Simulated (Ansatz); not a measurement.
**Run report: Sn₂O, geometry relaxation (part 2 of 2)**

The same run, continued: Sn₂O (P-3m1, 6 atoms in the cell); DFT r2SCAN, scalar-relativistic, plane waves, PAW (Ansatz 0.2.0); cutoff 500 eV, 12×6×8 k-mesh, Gaussian smearing of 0.1 eV. The structure derives from an entry of the Crystallography Open Database. The run did not end well. It belongs to a series of runs on one base structure; here: 4 of 4 Ti sites taken by Sn, cell and atoms relaxed.

Geometry of the input (Å; fractional positions):
```
-3.1896  0.0000  0.0000
0.0000  0.0000  -6.6974
0.0000  -5.5245  0.0000
Sn 1.0000  0.7516  0.3333
Sn 0.5000  0.7516  0.8333
Sn 0.5000  0.2484  0.1667
Sn 0.0000  0.2484  0.6667
O  0.5000  0.0000  0.5000
O  1.0000  0.0000  1.0000
```

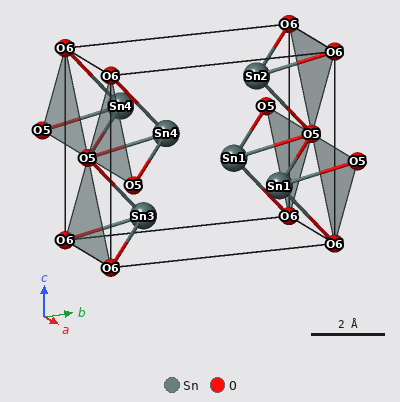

The geometry at step 4 of the log (polyhedral view of the cell of the calculation, seen slightly off an axis; polyhedra are completed across the faces of the cell; atoms are numbered from 1 in the order of the input).

What the program printed, continued
```
Crystal: 6 atoms, lattice volume = 119.292 Å³
Basis set: ecut = 500 eV, 3025 PW (Γ), exchange–correlation on 96×200×180 points (64 copies of the dense FFT grid, shifted against one another)
iter 1 solved again at ethr=6.96e-5 eV; its pass at ethr=3.10e-3 eV (dr2=4.74e-2 eV) is discarded
SCF iter   1: F=—  HF=-25288.268191 eV  |F-HF|=—  |Δ(HF+E_count)|=         —  Δρ=6.94e-3  dr2=4.93e-2  dr2_τ=6.70e-1  ethr=6.96e-5  ⟨swp⟩=2.0  Hψ=40558  notcnv=0
preconditioner: auto → Kerker (q_TF=auto, 2.484 Å⁻¹)  [metal: Δε(μ)=0.007 eV  Ē_g=19.185 eV  σ=0.100 eV  W_gap=0.04  n_scr=36 (ndim 8)  ℏωp=28.0 eV  f_vac=0.000  D(μ)=2.34/eV (n_scr^D=10)]
SCF iter   2: F=—  HF=-25288.891688 eV  |F-HF|=—  |Δ(HF+E_count)|=   6.23e-1  Δρ=3.34e-3  dr2=8.45e-3  dr2_τ=5.00e-4  ethr=6.96e-5  ⟨swp⟩=3.1  Hψ=18300  notcnv=0  defer=1
SCF iter   3: F=—  HF=-25288.893207 eV  |F-HF|=—  |Δ(HF+E_count)|=   1.52e-3  Δρ=2.34e-3  dr2=4.40e-3  dr2_τ=9.65e-5  ethr=1.24e-5  ⟨swp⟩=1.0  Hψ=7932  notcnv=0  defer=3
SCF iter   4: F=—  HF=-25288.894689 eV  |F-HF|=—  |Δ(HF+E_count)|=   1.48e-3  Δρ=8.62e-4  dr2=9.52e-4  dr2_τ=1.23e-4  ethr=6.48e-6  ⟨swp⟩=2.0  Hψ=9355  notcnv=0  defer=3
SCF iter   5: F=—  HF=-25288.894647 eV  |F-HF|=—  |Δ(HF+E_count)|=   4.16e-5  Δρ=2.64e-4  dr2=9.84e-5  dr2_τ=2.99e-6  ethr=1.40e-6  ⟨swp⟩=2.0  Hψ=9658  notcnv=0  defer=3
SCF iter   6: F=—  HF=-25288.894664 eV  |F-HF|=—  |Δ(HF+E_count)|=   1.61e-5  Δρ=1.01e-4  dr2=1.73e-5  dr2_τ=2.72e-7  ethr=1.45e-7  ⟨swp⟩=2.4  Hψ=13388  notcnv=0  defer=4
SCF iter   7: F=—  HF=-25288.894667 eV  |F-HF|=—  |Δ(HF+E_count)|=   3.01e-6  Δρ=2.42e-5  dr2=7.43e-7  dr2_τ=1.27e-8  ethr=2.55e-8  ⟨swp⟩=2.0  Hψ=13569  notcnv=0  defer=4
SCF iter   8: F=-25288.894667 eV  HF=-25288.894667 eV  |F-HF|=5.05e-9  |Δ(HF+E_count)|=   4.07e-7  Δρ=8.21e-6  dr2=1.12e-7  dr2_τ=1.27e-9  ethr=3.96e-10  ⟨swp⟩=7.6  Hψ=29855  notcnv=0
SCF 7 converged in 8 iterations: F = -25288.894667 eV  dr2 = 1.12e-7
relax step   7: F+E_penalty+E_count = -25288.89466703 eV  Δ(F+E_penalty+E_count) = -5.523e-4 eV  max|allowed force component| = 1.027e-1 eV/Å  Δτ_max = 0.1286 Å  P = -0.266 GPa  Ω = 119.292 Å³  energy of the carried Pulay correction = -1.795e-4 eV  (8 SCF iters, dr2 threshold 2.69e-7 eV, accepted)
Crystal: 6 atoms, lattice volume = 119.082 Å³
Basis set: ecut = 500 eV, 3027 PW (Γ), exchange–correlation on 96×200×180 points (64 copies of the dense FFT grid, shifted against one another)
iter 1 solved again at ethr=2.36e-6 eV; its pass at ethr=3.10e-3 eV (dr2=1.60e-3 eV) is discarded
SCF iter   1: F=—  HF=-25288.870620 eV  |F-HF|=—  |Δ(HF+E_count)|=         —  Δρ=1.30e-3  dr2=1.64e-3  dr2_τ=2.45e-2  ethr=2.36e-6  ⟨swp⟩=2.0  Hψ=38501  notcnv=0
preconditioner: auto → Kerker (q_TF=auto, 2.485 Å⁻¹)  [metal: Δε(μ)=0.011 eV  Ē_g=19.151 eV  σ=0.100 eV  W_gap=0.06  n_scr=36 (ndim 8)  ℏωp=28.1 eV  f_vac=0.000  D(μ)=1.93/eV (n_scr^D=8)]
SCF iter   2: F=—  HF=-25288.896475 eV  |F-HF|=—  |Δ(HF+E_count)|=   2.59e-2  Δρ=6.25e-4  dr2=2.65e-4  dr2_τ=1.26e-5  ethr=2.36e-6  ⟨swp⟩=3.0  Hψ=15211  notcnv=0
SCF iter   3: F=—  HF=-25288.896547 eV  |F-HF|=—  |Δ(HF+E_count)|=   7.20e-5  Δρ=4.16e-4  dr2=1.34e-4  dr2_τ=3.46e-6  ethr=3.90e-7  ⟨swp⟩=1.0  Hψ=7462  notcnv=0
SCF iter   4: F=—  HF=-25288.896596 eV  |F-HF|=—  |Δ(HF+E_count)|=   4.89e-5  Δρ=1.01e-4  dr2=1.42e-5  dr2_τ=1.01e-6  ethr=1.97e-7  ⟨swp⟩=2.0  Hψ=9719  notcnv=0
SCF iter   5: F=—  HF=-25288.896596 eV  |F-HF|=—  |Δ(HF+E_count)|=   6.07e-7  Δρ=4.93e-5  dr2=3.20e-6  dr2_τ=1.75e-7  ethr=2.09e-8  ⟨swp⟩=2.0  Hψ=9985  notcnv=0
SCF iter   6: F=-25288.896597 eV  HF=-25288.896597 eV  |F-HF|=1.05e-8  |Δ(HF+E_count)|=   3.60e-7  Δρ=1.80e-5  dr2=4.65e-7  dr2_τ=1.11e-8  ethr=8.82e-10  ⟨swp⟩=4.0  Hψ=32847  notcnv=0
SCF 8 converged in 6 iterations: F = -25288.896597 eV  dr2 = 4.65e-7
relax step   8: F+E_penalty+E_count = -25288.89659658 eV  Δ(F+E_penalty+E_count) = -1.930e-3 eV  max|allowed force component| = 5.608e-2 eV/Å  Δτ_max = 0.0241 Å  P = -0.285 GPa  Ω = 119.082 Å³  energy of the carried Pulay correction = -1.524e-4 eV  (6 SCF iters, dr2 threshold 6.00e-7 eV, accepted)
Crystal: 6 atoms, lattice volume = 118.804 Å³
Basis set: ecut = 500 eV, 3021 PW (Γ), exchange–correlation on 96×200×180 points (64 copies of the dense FFT grid, shifted against one another)
iter 1 solved again at ethr=1.69e-5 eV; its pass at ethr=3.10e-3 eV (dr2=1.15e-2 eV) is discarded
SCF iter   1: F=—  HF=-25288.744027 eV  |F-HF|=—  |Δ(HF+E_count)|=         —  Δρ=3.40e-3  dr2=1.17e-2  dr2_τ=1.56e-1  ethr=1.69e-5  ⟨swp⟩=2.0  Hψ=40045  notcnv=0
preconditioner: auto → Kerker (q_TF=auto, 2.486 Å⁻¹)  [metal: Δε(μ)=0.004 eV  Ē_g=19.159 eV  σ=0.100 eV  W_gap=0.02  n_scr=36 (ndim 8)  ℏωp=28.1 eV  f_vac=0.000  D(μ)=2.15/eV (n_scr^D=8)]
SCF iter   2: F=—  HF=-25288.901706 eV  |F-HF|=—  |Δ(HF+E_count)|=   1.58e-1  Δρ=1.64e-3  dr2=2.02e-3  dr2_τ=9.09e-5  ethr=1.69e-5  ⟨swp⟩=3.0  Hψ=16227  notcnv=0
SCF iter   3: F=—  HF=-25288.902206 eV  |F-HF|=—  |Δ(HF+E_count)|=   5.00e-4  Δρ=1.09e-3  dr2=1.04e-3  dr2_τ=2.37e-5  ethr=2.97e-6  ⟨swp⟩=1.0  Hψ=7462  notcnv=0
SCF iter   4: F=—  HF=-25288.902515 eV  |F-HF|=—  |Δ(HF+E_count)|=   3.09e-4  Δρ=2.82e-4  dr2=1.22e-4  dr2_τ=9.05e-6  ethr=1.52e-6  ⟨swp⟩=2.0  Hψ=9614  notcnv=0
SCF iter   5: F=—  HF=-25288.902514 eV  |F-HF|=—  |Δ(HF+E_count)|=   1.03e-6  Δρ=1.37e-4  dr2=2.41e-5  dr2_τ=1.40e-6  ethr=1.79e-7  ⟨swp⟩=2.0  Hψ=9718  notcnv=0
SCF iter   6: F=—  HF=-25288.902516 eV  |F-HF|=—  |Δ(HF+E_count)|=   2.66e-6  Δρ=4.37e-5  dr2=3.81e-6  dr2_τ=8.73e-8  ethr=3.54e-8  ⟨swp⟩=2.1  Hψ=13026  notcnv=0
SCF iter   7: F=-25288.902517 eV  HF=-25288.902517 eV  |F-HF|=5.50e-8  |Δ(HF+E_count)|=   6.86e-7  Δρ=1.82e-5  dr2=5.56e-7  dr2_τ=4.42e-9  ethr=8.82e-10  ⟨swp⟩=4.3  Hψ=31890  notcnv=0
SCF 9 converged in 7 iterations: F = -25288.902517 eV  dr2 = 5.56e-7
relax step   9: F+E_penalty+E_count = -25288.90251684 eV  Δ(F+E_penalty+E_count) = -5.920e-3 eV  max|allowed force component| = 2.976e-2 eV/Å  Δτ_max = 0.0623 Å  P = -0.303 GPa  Ω = 118.804 Å³  energy of the carried Pulay correction = -1.122e-4 eV  (7 SCF iters, dr2 threshold 6.00e-7 eV, accepted)
```

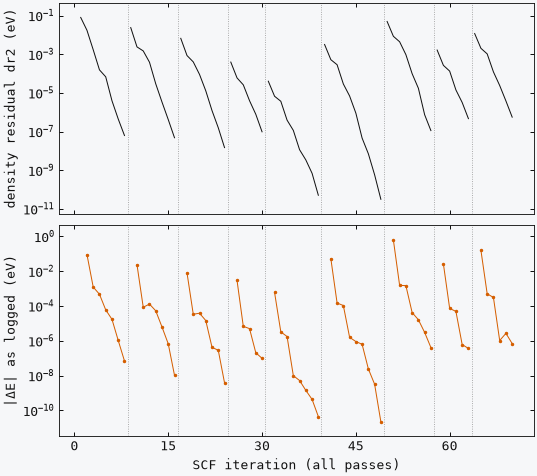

Convergence of the self-consistent field: density residual dr2 and size of the energy change against the SCF iteration. The dotted lines part the SCF passes of the relaxation: geometry steps, rejected trials and re-solves on a re-selected basis. The 9 passes take 6 to 10 iterations each, 70 in all.

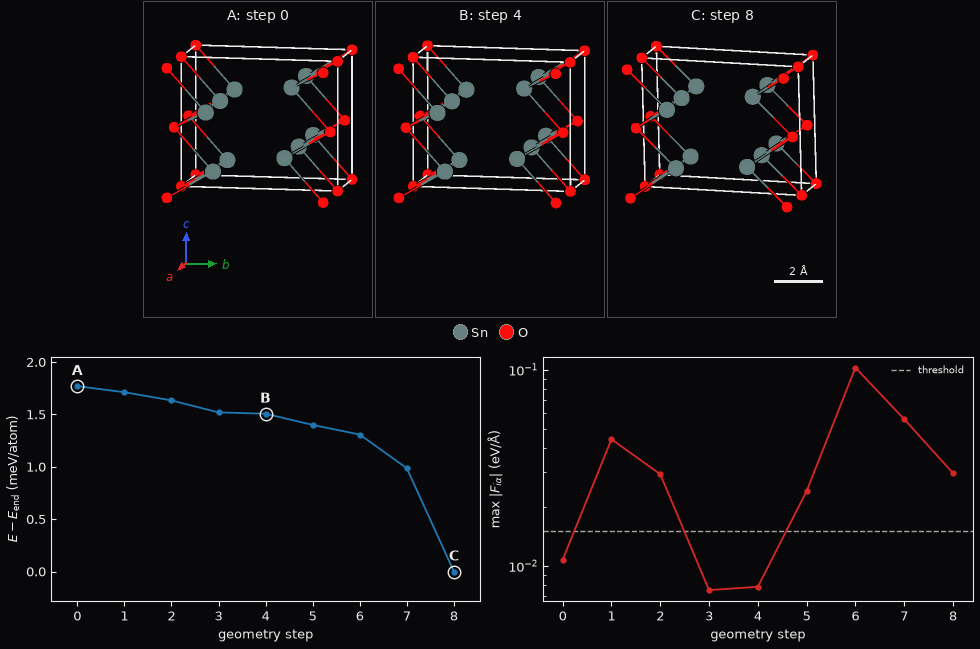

Frames of the relaxation (ball-and-stick view of the cell of the calculation, repeated 2 × 1 × 1, seen slightly off an axis) above the curves, on which the letters mark them (the first geometry is step 0 here and step 1 in the log).

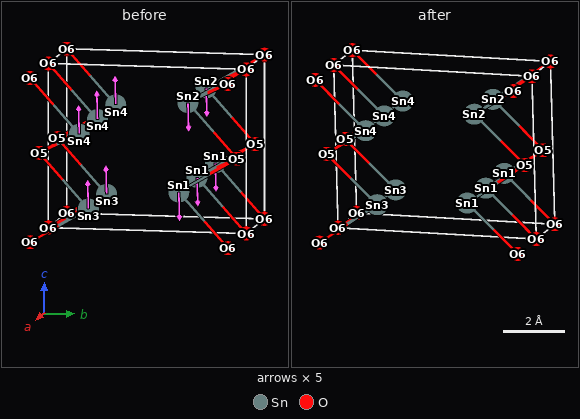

Before (left) and after (right) the relaxation, at one scale (ball-and-stick view of the cell of the calculation, repeated 2 × 1 × 1, seen slightly off an axis). The pink arrows give the displacements (without the part carried along by the change of the cell), magnified 5 times. The run was cut off at its time limit before the relaxation converged, so the last structure is only a point on the way. The energy falls by 1.8 meV per atom in 8 geometry steps. Largest force component: 0.011 eV/Å at the start, 0.03 eV/Å at the end. The pressure goes from 0.03 to −0.30 GPa. The largest moves relative to the cell, 0.21 Å, are those of Sn1, Sn2, Sn3 and Sn4. O stays in place. The volume changes by +0.7 %, with a 3.190 → 3.238 Å (+1.5 %), b 6.697 → 6.711 Å (+0.2 %), c 5.525 → 5.475 Å (−0.9 %), α 90.0° → 93.1°. Among the contacts that change: Sn1–O6 2.482 → 2.384 Å, Sn1–O5 2.482 → 2.541 Å. The space group (tolerance 0.01 Å) goes from P-3m1 (No. 164) to C2/m (No. 12). (Atoms are counted from 1 in the order of the input.)

```
Crystal: 6 atoms, lattice volume = 114.608 Å³
Basis set: ecut = 500 eV, 2917 PW (Γ), exchange–correlation on 96×200×180 points (64 copies of the dense FFT grid, shifted against one another)
```

Trajectory as extended XYZ (Å, eV, eV/Å), 9 frames, from step=1 to step=9
```
6
Lattice="-3.1896 0.0000 0.0000 0.0000 0.0000 -6.6974 0.0000 -5.5245 0.0000" Properties=species:S:1:pos:R:3:forces:R:3 step=1 energy=-25288.89189 pressure_GPa=0.03
Sn   -3.1896   -1.8415   -5.0336    0.0000   0.0018  -0.0108
Sn   -1.5948   -4.6038   -5.0336    0.0000   0.0018  -0.0108
Sn   -1.5948   -0.9207   -1.6638    0.0000  -0.0018   0.0108
Sn    0.0000   -3.6830   -1.6638    0.0000  -0.0018   0.0108
O    -1.5948   -2.7623    0.0000    0.0000   0.0000   0.0000
O    -3.1896   -5.5245    0.0000    0.0000   0.0000   0.0000
6
Lattice="-3.2026 0.0000 0.0000 0.0000 0.0012 -6.7644 0.0000 -5.4933 0.0010" Properties=species:S:1:pos:R:3:forces:R:3 step=2 energy=-25288.89224 pressure_GPa=0.03
Sn   -3.2026   -1.8352   -5.1017    0.0000   0.0085   0.0443
Sn   -1.6013   -4.5818   -5.1012    0.0000   0.0085   0.0443
Sn   -1.6013   -0.9103   -1.6622    0.0000  -0.0085  -0.0443
Sn    0.0000   -3.6569   -1.6617    0.0000  -0.0085  -0.0443
O    -1.6013   -2.7467    0.0005    0.0000   0.0000   0.0000
O    -3.2026   -5.4933    0.0010    0.0000   0.0000   0.0000
6
Lattice="-3.1935 0.0000 0.0000 0.0000 0.0048 -6.7449 0.0000 -5.4886 0.0039" Properties=species:S:1:pos:R:3:forces:R:3 step=3 energy=-25288.89271 pressure_GPa=0.10
Sn   -3.1935   -1.8272   -5.0745    0.0000   0.0076  -0.0294
Sn   -1.5968   -4.5715   -5.0726    0.0000   0.0076  -0.0294
Sn   -1.5968   -0.9123   -1.6684    0.0000  -0.0076   0.0294
Sn    0.0000   -3.6566   -1.6665    0.0000  -0.0076   0.0294
O    -1.5968   -2.7443    0.0020    0.0000   0.0000   0.0000
O    -3.1935   -5.4886    0.0039    0.0000   0.0000   0.0000
6
Lattice="-3.1984 0.0000 0.0000 0.0000 0.0104 -6.7372 0.0000 -5.4993 0.0086" Properties=species:S:1:pos:R:3:forces:R:3 step=4 energy=-25288.89340 pressure_GPa=0.00
Sn   -3.1984   -1.8193   -5.0693    0.0000   0.0075   0.0013
Sn   -1.5992   -4.5690   -5.0650    0.0000   0.0075   0.0013
Sn   -1.5992   -0.9199   -1.6636    0.0000  -0.0075  -0.0013
Sn    0.0000   -3.6696   -1.6593    0.0000  -0.0075  -0.0013
O    -1.5992   -2.7497    0.0043    0.0000   0.0000   0.0000
O    -3.1984   -5.4993    0.0086    0.0000   0.0000   0.0000
6
Lattice="-3.1996 0.0000 0.0000 0.0000 0.0139 -6.7362 0.0000 -5.5001 0.0115" Properties=species:S:1:pos:R:3:forces:R:3 step=5 energy=-25288.89347 pressure_GPa=-0.02
Sn   -3.1996   -1.8133   -5.0678    0.0000   0.0078   0.0043
Sn   -1.5998   -4.5634   -5.0620    0.0000   0.0078   0.0043
Sn   -1.5998   -0.9228   -1.6627    0.0000  -0.0078  -0.0043
Sn    0.0000   -3.6728   -1.6569    0.0000  -0.0078  -0.0043
O    -1.5998   -2.7501    0.0058    0.0000   0.0000   0.0000
O    -3.1996   -5.5001    0.0115    0.0000   0.0000   0.0000
6
Lattice="-3.2086 0.0000 0.0000 0.0000 0.0470 -6.7287 0.0000 -5.5003 0.0388" Properties=species:S:1:pos:R:3:forces:R:3 step=6 energy=-25288.89411 pressure_GPa=-0.10
Sn   -3.2086   -1.7547   -5.0542    0.0000   0.0111   0.0241
Sn   -1.6043   -4.5048   -5.0348    0.0000   0.0111   0.0241
Sn   -1.6043   -0.9485   -1.6552    0.0000  -0.0111  -0.0241
Sn    0.0000   -3.6986   -1.6358    0.0000  -0.0111  -0.0241
O    -1.6043   -2.7502    0.0194    0.0000   0.0000   0.0000
O    -3.2086   -5.5003    0.0388    0.0000   0.0000   0.0000
6
Lattice="-3.2408 0.0000 0.0000 0.0000 0.1697 -6.7084 0.0000 -5.4906 0.1400" Properties=species:S:1:pos:R:3:forces:R:3 step=7 energy=-25288.89467 pressure_GPa=-0.27
Sn   -3.2408   -1.5313   -5.0107    0.0000   0.0246   0.1027
Sn   -1.6204   -4.2767   -4.9408    0.0000   0.0246   0.1027
Sn   -1.6204   -1.0443   -1.6277    0.0000  -0.0246  -0.1027
Sn    0.0000   -3.7896   -1.5577    0.0000  -0.0246  -0.1027
O    -1.6204   -2.7453    0.0700    0.0000   0.0000   0.0000
O    -3.2408   -5.4906    0.1400    0.0000   0.0000   0.0000
6
Lattice="-3.2326 0.0000 0.0000 0.0000 0.1418 -6.7129 0.0000 -5.4901 0.1170" Properties=species:S:1:pos:R:3:forces:R:3 step=8 energy=-25288.89660 pressure_GPa=-0.28
Sn   -3.2326   -1.5760   -5.0176    0.0000   0.0221   0.0561
Sn   -1.6163   -4.3210   -4.9591    0.0000   0.0221   0.0561
Sn   -1.6163   -1.0272   -1.6368    0.0000  -0.0221  -0.0561
Sn    0.0000   -3.7723   -1.5783    0.0000  -0.0221  -0.0561
O    -1.6163   -2.7450    0.0585    0.0000   0.0000   0.0000
O    -3.2326   -5.4901    0.1170    0.0000   0.0000   0.0000
6
Lattice="-3.2378 0.0000 0.0000 0.0000 0.1783 -6.7090 0.0000 -5.4731 0.1471" Properties=species:S:1:pos:R:3:forces:R:3 step=9 energy=-25288.90252 pressure_GPa=-0.30
Sn   -3.2378   -1.4823   -4.9987    0.0000   0.0298   0.0051
Sn   -1.6189   -4.2189   -4.9252    0.0000   0.0298   0.0051
Sn   -1.6189   -1.0759   -1.6367    0.0000  -0.0298  -0.0051
Sn    0.0000   -3.8125   -1.5632    0.0000  -0.0298  -0.0051
O    -1.6189   -2.7365    0.0735    0.0000   0.0000   0.0000
O    -3.2378   -5.4731    0.1471    0.0000   0.0000   0.0000
```

What the run reported

```csv
quantity,value
outcome,stopped at the time limit
space group (tolerance 0.01 Å),P-3m1 (164) → C2/m (12)
final cell,"a = 3.238 Å, b = 6.711 Å, c = 5.475 Å, α = 93.06°, β = 90.00°, γ = 90.00°"
wall time,13 min
peak memory,1.2 GiB
```

The run was cut off by its time limit, so the output is incomplete.
